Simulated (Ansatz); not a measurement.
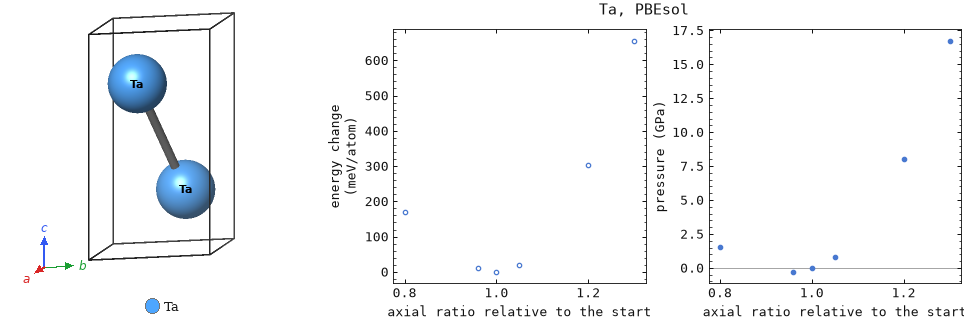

Plotted: energy change and pressure against relative axial ratio for Ta, space group P6_3/mmc (No. 194). The cell is drawn beside the plot.

Starting cell:
```yaml
crystal:
  lattice:
    - [2.86694, 0.00000, 0.00000]
    - [-1.43347, 2.48284, 0.00000]
    - [0.00000, 0.00000, 5.09141]
  atoms:
    - { symbol: Ta, position: [0.66667, 0.33333, 0.75000] }
    - { symbol: Ta, position: [0.33333, 0.66667, 0.25000] }
```

Method: deformation of a crystal at fixed volume, lengths along the axis scaled against those across it, fractional coordinates fixed, by plane-wave density functional theory with PAW datasets, free energies less that of the undisturbed cell, pressure positive in compression; scalar-relativistic (Ansatz 0.2.0). Level: PBEsol, no spin polarisation.

- wave cutoff: 420 eV
- k mesh: 24×24×14
- occupations: Gaussian
- smearing width: 0.15 eV
- k shift: (0, 0, 0) (mesh steps)
- start: relaxed
- path: axial
- axis direction: (0, 0, 1) (Cartesian unit vector)

The points at relative axial ratio 0.85, 0.92 and 1.10 are left out of the plot. What values does the calculation give there?

| axial ratio relative to the start | energy change (meV/atom) | pressure (GPa) |
| --- | --- | --- |
| 0.85 | 118 | 0.4 |
| 0.92 | 44 | −0.2 |
| 1.10 | 78 | 2.4 |

Caveats: shape and atomic fractions are frozen while scaling, which makes layered, chain and framework solids too stiff.
